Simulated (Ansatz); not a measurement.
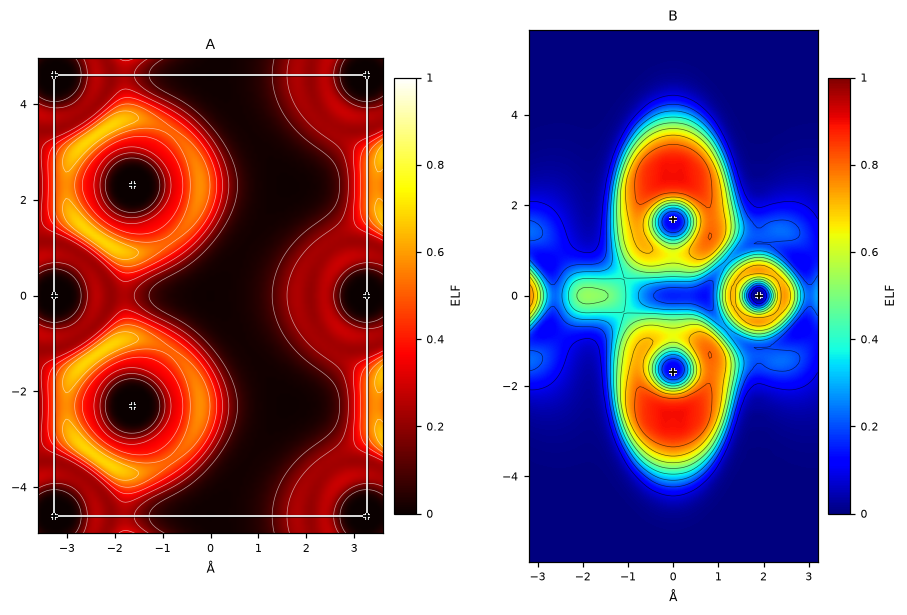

The ELF of 2 systems, each on a plane through atoms (crosses mark nuclei in the plane).

Method: Ansatz, DFT r2SCAN, scalar-relativistic, plane waves, PAW.

System 1: InSb, the (101) plane of the conventional cell. Space group F-43m; a generated structure, not necessarily the stable one.

```cif
data_structure
_symmetry_space_group_name_H-M 'P 1'
_symmetry_Int_Tables_number 1
_cell_length_a 6.5199
_cell_length_b 6.5199
_cell_length_c 6.5199
_cell_angle_alpha 90.000
_cell_angle_beta 90.000
_cell_angle_gamma 90.000
_cell_volume 277.15
loop_
_atom_site_label
_atom_site_type_symbol
_atom_site_fract_x
_atom_site_fract_y
_atom_site_fract_z
_atom_site_occupancy
In1 In 0.50000 0.50000 0.00000 1
In2 In 0.00000 0.50000 0.50000 1
In3 In 0.00000 0.00000 0.00000 1
In4 In 0.50000 0.00000 0.50000 1
Sb1 Sb 0.25000 0.75000 0.25000 1
Sb2 Sb 0.75000 0.75000 0.75000 1
Sb3 Sb 0.75000 0.25000 0.25000 1
Sb4 Sb 0.25000 0.25000 0.75000 1
```

System 2: WSe₂ (slab), the (110) plane of the calculation cell, a cut from vacuum to vacuum. 

Which map belongs to which system?

Answer. Panel A is system 1, InSb: the plane holds In and Sb. In–Sb (2.82 Å): the ELF peaks at about 0.70 between the atoms. Panel B is system 2, WSe₂: the plane holds Se and W. W–Se (2.54 Å): the ELF is about 0.55 at the midpoint.
